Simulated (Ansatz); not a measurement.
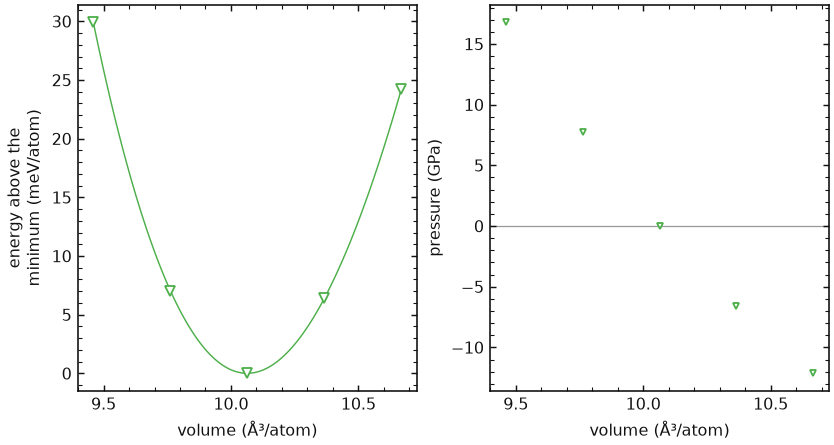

The plot gives the computed energy above the minimum and pressure against volume for TiO, space group P-62m (No. 189).

Cell as given: a = 4.958 Å, b = 4.958 Å, c = 2.836 Å, α = 90.00°, β = 90.00°, γ = 120.00°; 6 atoms.

Calculation (Ansatz 0.2.0): third-order Birch-Murnaghan fit to density functional energies at scaled volumes of the given relaxed cell, shape and atoms relaxed at each volume; energies count from the fitted minimum; plane waves with PAW datasets, Γ-centred k mesh. Level: PBEsol, no spin polarisation.

- wave cutoff: 420 eV
- k mesh: 12×12×12
- occupations: Gaussian
- smearing width: 0.1 eV

Q: What equilibrium volume and bulk modulus follow from the curve?

A: A third-order Birch–Murnaghan fit gives V0 = 10.06 Å³/atom, B0 = 237 GPa and B′ = 4.4.

Q: How does the pressure vary with volume?

A: It falls from 16.77 GPa at volume 9.460 Å³/atom to −12.14 GPa at 10.668 Å³/atom, and changes sign near 10.06 Å³/atom.

Limits of the calculation: no spin polarisation, a magnetic state may lie lower.

The computed values:

```csv
volume (Å³/atom),energy above the minimum (meV/atom),pressure (GPa)
9.460,29.9,16.77
9.762,7.0,7.71
10.064,0.0,0.00
10.366,6.4,-6.56
10.668,24.2,-12.14
```
